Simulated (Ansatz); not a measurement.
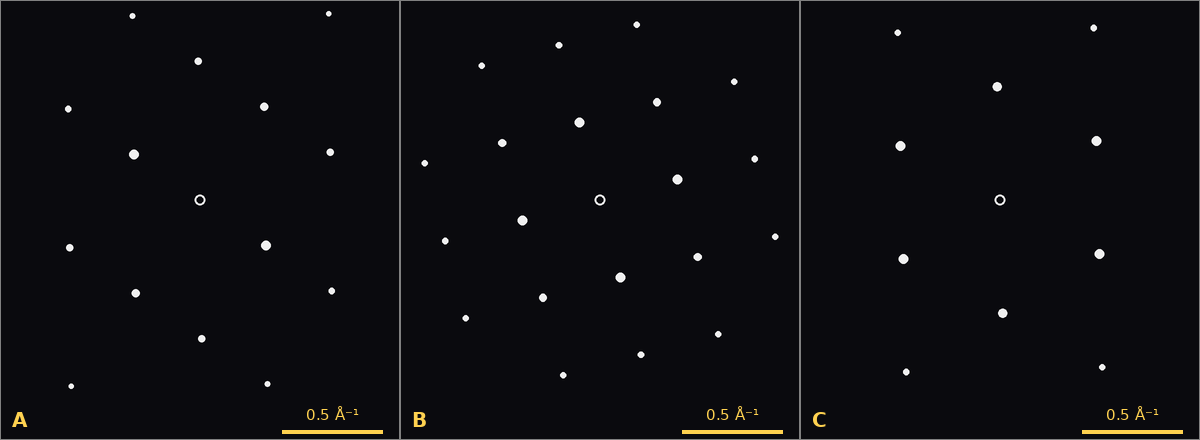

Computed electron diffraction patterns, 300 kV, single scattering only, B = 0.5 Å².

All three come from Rh, space group Pm-3m (No. 221), a = 2.50 Å. Structure: the geometry relaxed with DFT PBEsol, scalar-relativistic, plane waves, PAW (Ansatz); the starting structure was generated, so it need not be a known form of this composition.

**Assign the zone axes [001], [110], [111] to A, B and C.**

A is [110]: rectangular net of 0 0 1 at d = 2.50 Å and 1 -1 0 at d = 1.77 Å, at 90.0°. B is [001]: square net of 1 0 0 at d = 2.50 Å and 0 1 0 at d = 2.50 Å, at 90.0°. C is [111]: hexagonal net of -1 1 0 at d = 1.77 Å and -1 0 1 at d = 1.77 Å, at 60.0°.
